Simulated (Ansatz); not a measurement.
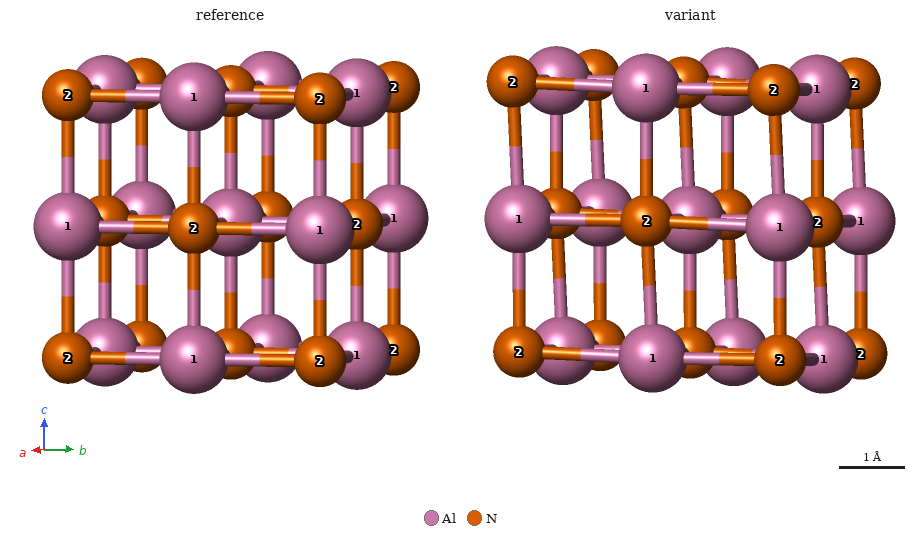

Left: a symmetric starting cell of AlN. Right: the same structure after one change, at the same scale. A ball-and-stick model of the conventional cell (4 times the calculation's cell), seen from a free direction. Lengths and directions refer to the drawn axes.

These are results of DFT PBEsol, scalar-relativistic, plane waves, PAW in Ansatz 0.2.0, not measurements. Set-up: plane-wave cutoff 420 eV; k-point mesh 10 × 10 × 10; occupations gaussian; smearing width 0.02 eV; no spin polarisation.

### Which change leads from the left to the right?

The cell is strained by +6.9 % along [1 −1 1] and +0.9 % across it (volume +8.9 %) and atoms are displaced by 0.03 Å relative to the cell: Al1 0.03 Å along [−1 1 −1], N2 0.03 Å along [1 −1 1]. No relaxation follows. The starting cell wasn't computed here and needn't be at equilibrium, so pressure and forces aren't due to the change alone.

### What does the change do?

The pressure is −21.2 GPa (not all of it need come from the change, since the unchanged cell can be under pressure at this level too). The principal stresses (compression positive) are −43.0 GPa along [1 −1 1] and −10.3 GPa across it. The largest forces, 0.2 eV/Å, act on Al1 and N2; on N2 it points along [−1 1 −1]. The forces point straight back along the displacements (cosine −1.00). Among the bonded contacts that change: Al–N 2.035 → 2.057 to 2.134 Å. The space group (tolerance 0.01 Å) goes from Fm-3m (No. 225) to R3m (No. 160).
